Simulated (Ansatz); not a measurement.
# ZnS (slab): what the fields show

```
CELL_PARAMETERS angstrom
3.78159 0.00000 0.00000
0.00000 6.20895 0.00000
0.00000 0.00000 25.91651
ATOMIC_POSITIONS crystal
Zn 0.00000 0.94769 0.30957
S 0.00000 0.61187 0.28291
Zn 0.50000 0.51187 0.32701
S 0.50000 0.12893 0.33212
Zn 0.50000 0.00043 0.41759
S 0.50000 0.62650 0.41411
Zn 0.00000 0.50394 0.45639
S 0.00000 0.12876 0.45889
Zn 0.00000 0.00394 0.54361
S 0.00000 0.62876 0.54111
Zn 0.50000 0.50043 0.58241
S 0.50000 0.12650 0.58589
Zn 0.50000 0.01187 0.67299
S 0.50000 0.62893 0.66788
Zn 0.00000 0.44769 0.69043
S 0.00000 0.11187 0.71709
```

The calculation used Ansatz, DFT PBEsol, scalar-relativistic, plane waves, PAW.

In a PAW calculation such maps are meaningful between the atoms, not at the nuclei.

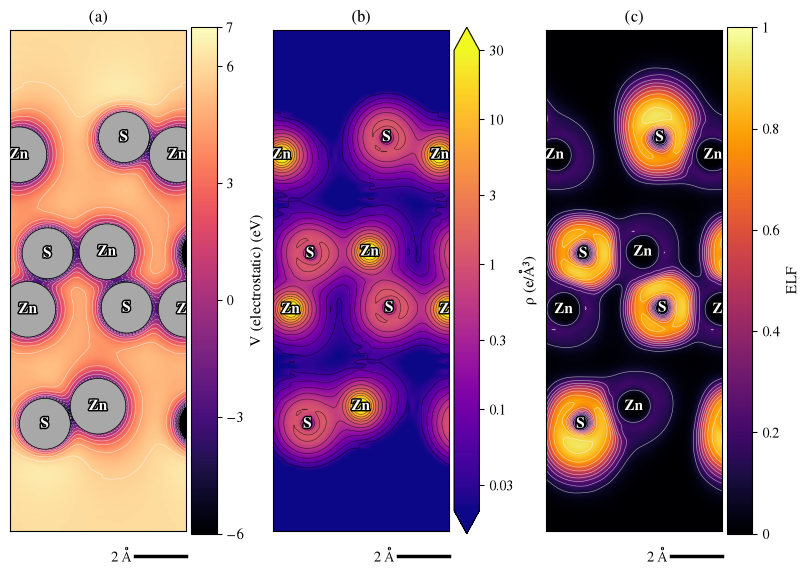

Figure 1. (a) electrostatic potential (local pseudopotential plus Hartree) felt by an electron; (b) valence electron density; (c) ELF on the (100) plane of the calculation cell, a cut from vacuum to vacuum. Grey discs cover the atomic cores in the potential map.

**Describe what can be read from this map.**

The section cuts through Zn and S sites.
Zn–S (2.20 Å): the density is about 0.66 e/Å³ at the midpoint; the ELF peaks at about 0.85 in the valence shell of S, 0.8 Å from its nucleus, and is about 0.60 at the midpoint.
Zn–S (2.33 Å): ρ at the midpoint is about 0.52 e/Å³; the ELF peaks at about 0.90 in the valence shell of S, 0.8 Å from its nucleus, and is about 0.55 at the midpoint.
The density dies away to nearly zero in the vacuum.
The ELF also peaks beside S, away from the bonds: lone-pair regions.

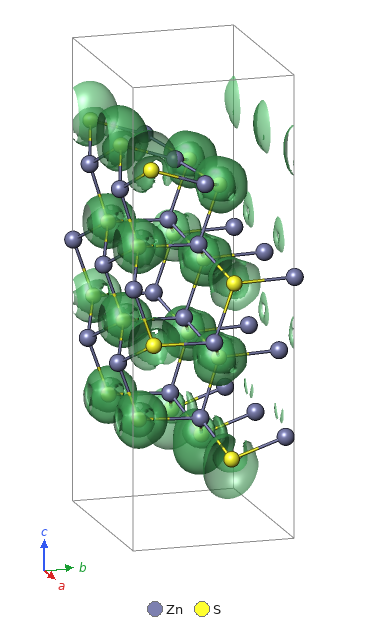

Figure 2. Isosurface of the electron localisation function at 0.8 (green), seen slightly off an axis. Core shells and regions of very low density are left out. Sticks mark near contacts.

**Identify the bonds, lone pairs and shells in this picture.**

The surface consists of eight regions wrapped around S (the valence shell of each), counted in one cell of 16 atoms. Counts are for one cell; the picture repeats the cell along the surface. Along the contacts the grid gives the following. Zn–S (2.28 Å): the ELF peaks at about 0.90 in the valence shell of S, 0.8 Å from its nucleus, and is about 0.55 at the midpoint.

**Metal or insulator at this level of theory?**

It is gapped, with a Kohn–Sham gap of 2.2 eV on the k-point mesh, an upper bound to the gap of this method.
